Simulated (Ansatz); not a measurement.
# Quasiparticle gap of Sn2S3 (Ottemannite), part 2 of 2

How far does one-shot GW move the HSE06 gap of Sn2S3 (Ottemannite)?

Ansatz 0.2.0; HSE06, then G0W0 on it, plane waves, PAW. Known limits of the many-body steps: finite bands, screening cutoff and k mesh; no spin-orbit coupling in G0W0.

So far. Step 2 (HSE06 levels on the mesh and at listed points): Over mesh and listed points the gap is 1.225 eV, from k = (0.100, 0.000, 0.000) to k = (0.000, 0.500, 0.500). The least direct gap found is 1.292 eV, at k = (0.000, 0.000, 0.450). On the 2×4×2 mesh alone the same run gives 1.280 eV, so that mesh misses an edge of HSE06: 1.280 − 1.225 = +0.055 eV.

In doubt: masses and optical values from hybrid runs of this build are listed as unsure (step 3), which bears on the screening that GW takes from such a start.

**3. The quasiparticle correction**

G0W0 replaces the xc potential by a self-energy built once from the orbitals of the start. Levels are corrected in the window of bands that the input names, at points of the mesh.

This step: G0W0 on HSE06, plane waves, PAW.

input.yaml reads:

```yaml
crystal:
  lattice:
    - [8.878, 0.0, 0.0]
    - [0.0, 3.751, 0.0]
    - [0.0, 0.0, 14.02]
  atoms:
    - { symbol: Sn, position: [0.16494, 0.25, 0.05195] }
    - { symbol: Sn, position: [0.33506, 0.75, 0.55195] }
    - { symbol: Sn, position: [0.66494, 0.25, 0.44805] }
    - { symbol: Sn, position: [0.83506, 0.75, 0.94805] }
    - { symbol: Sn, position: [0.48509, 0.75, 0.16936] }
    - { symbol: Sn, position: [0.01491, 0.25, 0.66936] }
    - { symbol: Sn, position: [0.98509, 0.75, 0.33064] }
    - { symbol: Sn, position: [0.51491, 0.25, 0.83064] }
    - { symbol: S, position: [0.98047, 0.75, 0.1064] }
    - { symbol: S, position: [0.51953, 0.25, 0.6064] }
    - { symbol: S, position: [0.48047, 0.75, 0.3936] }
    - { symbol: S, position: [0.01953, 0.25, 0.8936] }
    - { symbol: S, position: [0.33879, 0.75, 0.99524] }
    - { symbol: S, position: [0.16121, 0.25, 0.49524] }
    - { symbol: S, position: [0.83879, 0.75, 0.50476] }
    - { symbol: S, position: [0.66121, 0.25, 0.00476] }
    - { symbol: S, position: [0.28631, 0.25, 0.21246] }
    - { symbol: S, position: [0.21369, 0.75, 0.71246] }
    - { symbol: S, position: [0.78631, 0.25, 0.28754] }
    - { symbol: S, position: [0.71369, 0.75, 0.78754] }
kpoints:
  mp_grid: { grid: [2, 4, 2] }
hamiltonian:
  xc: hse06
scf:
  occupations: { method: fixed }
gw:
  n_empty_bands: 420
  ecut_chi: 54
  qp_bands: [v4, c4]
  qp_kpoints: band_edges
  screening: { model: contour_deformation }
```

On the command line:

```bash
$ ansatz run input.yaml --threads 24 --pin off --max-ram 82944MiB --backend cuda --events-out ev --progress --plain --runs-dir out --devices 1 --max-vram 78GiB
```

Numbers of over 12 decimals in the logs are rounded to 6 here.

Log:

```text
GPUs: using 1 of 1 available (devices: 1).
[...]
Crystal: 20 atoms, lattice volume = 466.885 Å³
Basis set: ecut = 420 eV, 9143 PW (Γ)
Bands: 112, of which v1, the nominal top of the filled ones, is band 92 counted from 1 (91 counted from 0)
Symmetry: 8 space group operations
[...]
k-points: 12 of 16
[...]
SCF iter   1: F=—  HF=-59026.247115 eV  |F-HF|=—  |Δ(HF+E_count)|=         —  Δρ=2.29e-3  dr2=5.69e-2  ethr=1.77e-3  ⟨swp⟩=8.6  Hψ=6238  notcnv=0
[...]
SCF iter   2: F=—  HF=-59026.241284 eV  |F-HF|=—  |Δ(HF+E_count)|=   5.83e-3  Δρ=1.25e-3  dr2=2.18e-2  ethr=3.09e-5  ⟨swp⟩=5.7  Hψ=4616  notcnv=0
[...]
SCF iter   6: F=-59026.237904 eV  HF=-59026.237892 eV  |F-HF|=1.24e-5  |Δ(HF+E_count)|=   1.54e-5  Δρ=6.83e-5  dr2=1.32e-5  ethr=6.90e-9  ⟨swp⟩=4.9  Hψ=7124  notcnv=0
SCF 1 stopped early in 6 iterations: F = -59026.237904 eV  dr2 = 1.32e-5
[...]
Frozen-core exchange: fock
SCF iter   1: F=—  HF=-59065.527270 eV  |F-HF|=—  |Δ(HF+E_count)|=         —  Δρ=5.70e-3  dr2=1.10e-1  ethr=7.18e-8  ⟨swp⟩=11.3  Hψ=9298  notcnv=0
[...]
SCF iter   2: F=—  HF=-59065.495231 eV  |F-HF|=—  |Δ(HF+E_count)|=   3.20e-2  Δρ=2.38e-3  dr2=2.41e-2  ethr=7.18e-8  ⟨swp⟩=7.8  Hψ=7139  notcnv=0
[...]
hybrid outer 1: dexx = +6.846e-2 eV, tail = 3.73e-4 eV
[...]
SCF 3 converged in 5 iterations: F = -59065.549326 eV  dr2 = 6.59e-8
[...]
2    96      9.7841   -10.5423    -3.3334   -14.4487  0.7906    10.3630    10.3570  root
     3    89      6.2709   -16.5504     1.7674   -14.9647  0.7776     6.4522     6.4527  root
     3    90      6.2709   -16.5504     1.7674   -14.9647  0.7776     6.4522     6.4527  root
     3    91      6.3158   -16.5238     1.7318   -14.9800  0.7778     6.5034     6.5039  root
     3    92      6.3158   -16.5238     1.7318   -14.9800  0.7778     6.5034     6.5039  root
     3    93      9.0874   -10.2527    -3.0822   -13.8663  0.7960     9.6223     9.6188  root
     3    94      9.0874   -10.2527    -3.0822   -13.8663  0.7960     9.6223     9.6188  root
     3    95      9.7833   -10.9736    -3.2795   -14.8462  0.7883    10.3824    10.3764  root
     3    96      9.7833   -10.9736    -3.2795   -14.8462  0.7883    10.3824    10.3764  root
     4    89      5.6904   -17.4375     2.2285   -15.4793  0.7674     5.9594     5.9606  root
     4    90      5.6904   -17.4375     2.2285   -15.4793  0.7674     5.9594     5.9606  root
     4    91      6.2899   -16.2983     1.5550   -14.8859  0.7822     6.4323     6.4326  root
     4    92      6.2899   -16.2983     1.5550   -14.8859  0.7822     6.4323     6.4326  root
     4    93      8.9889   -10.6769    -3.0432   -14.2707  0.7959     9.5435     9.5394  root
     4    94      8.9889   -10.6769    -3.0432   -14.2707  0.7959     9.5435     9.5394  root
     4    95      9.1890   -10.3700    -3.0779   -13.9759  0.7933     9.7212     9.7170  root
     4    96      9.1890   -10.3700    -3.0779   -13.9759  0.7933     9.7212     9.7170  root
     5    89      5.6711   -17.9586     2.4224   -15.8395  0.7659     5.9731     5.9745  root
     5    90      5.6711   -17.9586     2.4224   -15.8395  0.7659     5.9731     5.9745  root
     5    91      6.3020   -16.5177     1.5794   -15.1082  0.7822     6.4715     6.4719  root
     5    92      6.3020   -16.5177     1.5794   -15.1082  0.7822     6.4715     6.4719  root
     5    93      8.5764   -10.3822    -2.9092   -13.8107  0.8002     9.0984     9.0956  root
     5    94      8.5764   -10.3822    -2.9092   -13.8107  0.8002     9.0984     9.0956  root
     5    95      9.5597    -8.9289    -3.1634   -12.4845  0.7952     9.9542     9.9520  root
     5    96      9.5597    -8.9289    -3.1634   -12.4845  0.7952     9.9542     9.9520  root
     6    89      6.3698   -16.2185     1.6194   -14.7740  0.7776     6.5442     6.5447  root
     6    90      6.3698   -16.2185     1.6194   -14.7740  0.7776     6.5442     6.5447  root
     6    91      6.7075   -16.5759     1.5423   -15.2489  0.7814     6.9222     6.9228  root
     6    92      6.7075   -16.5759     1.5423   -15.2489  0.7814     6.9222     6.9228  root
     6    93      8.7150   -10.6271    -3.0066   -14.1726  0.7967     9.2574     9.2538  root
     6    94      8.7150   -10.6271    -3.0066   -14.1726  0.7967     9.2574     9.2538  root
     6    95      9.7052   -11.1293    -3.2187   -14.9281  0.7906    10.2894    10.2853  root
     6    96      9.7052   -11.1293    -3.2187   -14.9281  0.7906    10.2894    10.2853  root
     7    89      6.6006   -16.5596     1.5697   -15.1907  0.7807     6.8008     6.8013  root
     7    90      6.6006   -16.5596     1.5697   -15.1907  0.7807     6.8008     6.8013  root
     7    91      6.7171   -16.9974     1.7129   -15.5272  0.7797     6.9591     6.9599  root
     7    92      6.7171   -16.9974     1.7129   -15.5272  0.7797     6.9591     6.9599  root
     7    93      8.6043   -10.3577    -3.0080   -13.8865  0.7990     9.1282     9.1252  root
     7    94      8.6043   -10.3577    -3.0080   -13.8865  0.7990     9.1282     9.1252  root
     7    95      9.5294   -10.9368    -3.1410   -14.6367  0.7945    10.0923    10.0883  root
[...]
10    93      9.1695   -10.7116    -3.0702   -14.3414  0.7946     9.7334     9.7292  root
    10    94      9.1695   -10.7116    -3.0702   -14.3414  0.7946     9.7334     9.7292  root
    10    95      9.1695   -10.7116    -3.0702   -14.3414  0.7946     9.7334     9.7292  root
    10    96      9.1695   -10.7116    -3.0702   -14.3414  0.7946     9.7334     9.7292  root
    11    89      5.8958   -17.0175     1.9171   -15.3168  0.7749     6.1114     6.1121  root
    11    90      5.8958   -17.0175     1.9171   -15.3168  0.7749     6.1114     6.1121  root
    11    91      5.8958   -17.0175     1.9171   -15.3168  0.7749     6.1114     6.1121  root
    11    92      5.8958   -17.0175     1.9171   -15.3168  0.7749     6.1114     6.1121  root
    11    93      9.0807   -10.5849    -3.0389   -14.1745  0.7961     9.6352     9.6314  root
    11    94      9.0807   -10.5849    -3.0389   -14.1745  0.7961     9.6352     9.6314  root
    11    95      9.0807   -10.5849    -3.0389   -14.1745  0.7961     9.6352     9.6314  root
    11    96      9.0807   -10.5849    -3.0389   -14.1745  0.7961     9.6352     9.6314  root
```

It took 56 s on 1 × NVIDIA GB200 (shared by 2 runs) with 24 threads of Arm Neoverse V2, shared host; peak memory 4.3 GiB.

Numbers from this step:

```
bands summed                                    : 512
RPA ε∞ on this mesh (eigenvalues)               : 7.133, 7.189, 7.577
plane waves in the screening matrix             : 423
q-points in the mesh                            : 16
G0W0 gap over the corrected points              : 1.547 eV
k of the valence top                            : 0, 0, 0
k of the conduction bottom                      : 0, 0, -0.5
starting gap on the mesh                        : 1.280 eV
Z at the valence top                            : 0.7856
Z at the conduction bottom                      : 0.8011
least direct G0W0 gap over the corrected points : 1.570 eV
```

Over 10 of 12 irreducible mesh points the G0W0 gap is 1.547 eV, from k = Γ to k = (0.000, 0.000, -0.500). The HSE06 gap of this run on the mesh is 1.280 eV. Other states bound it: the two that bound the G0W0 gap lie 1.300 eV apart in HSE06, so state for state the correction is 1.547 − 1.300 = +0.247 eV, while gap against gap it is 1.547 − 1.280 = +0.267 eV.

Labels follow the order of the start: v1 is the top filled band, c1 the lowest empty one; levels that stay degenerate share a row, the window can cut a multiplet, doubted levels are not marked in this list, bands outside the window were not corrected, and the list may be a part of the corrected levels. Levels before and after the correction, in eV, zero at the valence-band top of each column:

|  | conduction bottom | valence top |
| --- | --- | --- |
| HSE06 | 1.28 | 0.00 |
| G0W0 | 1.55 | 0.00 |

|  | level | occupation | energy (eV) |
| --- | --- | --- | --- |
| HSE06 | Γ v3 | 2 | -0.840 |
| HSE06 | Γ v2 | 2 | -0.049 |
| HSE06 | Γ v1 | 2 | -0.001 |
| HSE06 | Γ c1 | 0 | 1.517 |
| HSE06 | Γ c2 | 0 | 1.690 |
| HSE06 | Γ c3 | 0 | 1.790 |
| HSE06 | (0 0 -0.5) v3 | 2 | -1.229 |
| HSE06 | (0 0 -0.5) v2-v1 | 2 | 0.000 |
| HSE06 | (0 0 -0.5) c1-c2 | 0 | 1.299 |
| HSE06 | (0 0 -0.5) c3 | 0 | 2.084 |
| G0W0 | Γ v3 | 2 | -0.853 |
| G0W0 | Γ v2 | 2 | -0.115 |
| G0W0 | Γ v1 | 2 | 0.000 |
| G0W0 | Γ c1 | 0 | 1.777 |
| G0W0 | Γ c2 | 0 | 1.969 |
| G0W0 | Γ c3 | 0 | 2.116 |
| G0W0 | (0 0 -0.5) v3 | 2 | -1.239 |
| G0W0 | (0 0 -0.5) v2-v1 | 2 | -0.023 |
| G0W0 | (0 0 -0.5) c1-c2 | 0 | 1.547 |
| G0W0 | (0 0 -0.5) c3 | 0 | 2.401 |

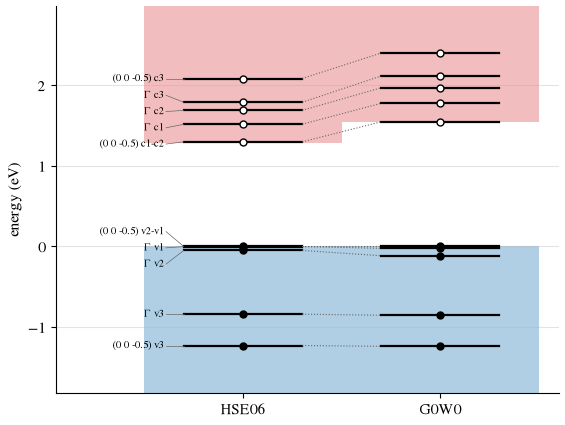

Levels before and after the correction. Shaded: valence and conduction bands. Filled marks are occupied levels, open marks empty ones.

The parts of the quasiparticle energy for the two states that bound the G0W0 gap, in eV on the run's own scale (QP = start + Σx + Σc − Vxc, with Σc at the quasiparticle energy):

| edge | k | band | start | Σx | Σc | Vxc | Z | QP |
| --- | --- | --- | --- | --- | --- | --- | --- | --- |
| valence top | Γ | 92 | 7.295 | −17.127 | 1.460 | −15.919 | 0.786 | 7.547 |
| conduction bottom | (0.000, 0.000, -0.500) | 93 | 8.595 | −10.246 | −2.962 | −13.707 | 0.801 | 9.094 |

For a hybrid start, Vxc holds its share of exact exchange.

**4. Side by side**

Each gap is the least one over the points named; times are wall times on shared hosts, not benchmarks. A G0W0 time includes the run's own self-consistent start. Runs with listed points see these and the mesh alone, so an edge that moves elsewhere is missed.

| level | mesh | files, cutoff | bands summed, screening | points | gap (eV) | valence top | conduction bottom | least direct gap (eV) | time |
| --- | --- | --- | --- | --- | --- | --- | --- | --- | --- |
| HSE06 | 2×4×2 | soft_2 PAW, 420 eV | - | mesh and listed points | 1.225 | (0.100, 0.000, 0.000) | (0.000, 0.500, 0.500) | 1.292 | 23 s |
| G0W0@HSE06 | 2×4×2 | soft_2 PAW, 420 eV | 512, 54 eV | 10 of 12 irreducible mesh points | 1.547 | Γ | (0.000, 0.000, -0.500) | 1.570 | 56 s |

**5. Summary of results**

```yaml
hse06_gap_over_mesh_and_listed_points: 1.225 eV, from k = (0.100, 0.000, 0.000) to k = (0.000, 0.500, 0.500)
g0w0_hse06_gap_over_10_of_12_irreducible_mesh_points: 1.547 eV, from k = Γ to k = (0.000, 0.000, -0.500)
gw_settings: 2×4×2 mesh, 420 empty bands, screening to 54 eV
known_limits: finite bands, screening cutoff and k mesh; no spin-orbit coupling in G0W0
```

Over 10 of 12 irreducible mesh points the G0W0 gap is 1.547 eV, from k = Γ to k = (0.000, 0.000, -0.500). The HSE06 gap of this run on the mesh is 1.280 eV. Other states bound it: the two that bound the G0W0 gap lie 1.300 eV apart in HSE06, so state for state the correction is 1.547 − 1.300 = +0.247 eV, while gap against gap it is 1.547 − 1.280 = +0.267 eV. The valence state moves by 7.547 − 7.295 = +0.252 eV and the conduction state by 9.094 − 8.595 = +0.499 eV, on the run's own scale; how far single levels stand from their limit in bands is not shown. Over mesh and listed points, HSE06 puts the valence top at k = (0.100, 0.000, 0.000), where no G0W0 correction was computed. The G0W0 gap over the whole zone is therefore not known from this run; at its settings it can only be equal to or under the 1.547 eV found, and no correction is carried over from another point. For the start itself the gap is 1.225 eV over mesh and listed points and 1.280 eV on the mesh of the G0W0 run. No second run with other bands and screening cutoff is shown, so the distance to the basis limit is not known. On another start, G0W0@r2SCAN runs of this series (2×4×2 mesh, soft_2 PAW; not shown as steps) give 1.370 eV with 240 bands and 27 eV, 1.392 eV with 512 bands and 54 eV and 1.422 eV with 997 bands and 90 eV. G0W0 on other starts in this series, not shown as steps and not all at these settings: 1.392 eV on r2SCAN (2×4×2, soft_2 PAW, 512 bands, 54 eV) and 1.707 eV on PBE0 (2×4×2, soft_2 PAW, 512 bands, 54 eV). Two runs of this series at another level, not shown as steps, test spin-orbit coupling. r2SCAN+SOC against r2SCAN: 0.831 − 0.830 = +0.001 eV, with the same mesh, set of files (read in its fully relativistic form for the spin-orbit run) and cutoff, and both edges at the same k points. The spin-orbit run sees mesh and listed points alone, so its gap is an upper bound: the coupling can move an edge off these points, and the change over the zone, its sign included where it is small, is not known. What spin-orbit coupling does to the G0W0 levels was not computed, so no sum with the G0W0 gap is formed. The G0W0 runs are scalar-relativistic. No pair of G0W0 runs that differ in the mesh alone is shown (2×4×2 is a supercell whose nearest images lie 15 Å apart), so the error from the mesh is not known here. G0W0 is shown with one set of atomic data (soft_2 PAW), so the error from the files is not known here.

[Paths, hosts, dates, memory and timing lines, banners, echoed tables and standing remarks are left out of the program output.]

[Logs are printed without paths, hosts, clocks, repeated set-up lines and the standing remarks that a program may print on its own settings, such as how far it seeks lower states.]

[Runs of the session that timed out or met a known fault of the program may be left out.]

[Cells called generated may have been cut or substituted from an entry of the Crystallography Open Database or the Materials Project.]

[Hosts, paths, dates, database ids (printed as entryN), source tags and the programs' standing remarks are cut or masked in the printed files.]

[Where an RPA ε∞ is given, it is that of the G0W0 mesh and is not shown converged in it. Names of k-points follow the symmetry that the program found, which can be lower than the space group named. Band edges on a path are those of the sampled points; other points can move an edge, and change direct to indirect where valleys lie close.]

[Hybrid gaps are those of their k-mesh and are not shown converged in it.]
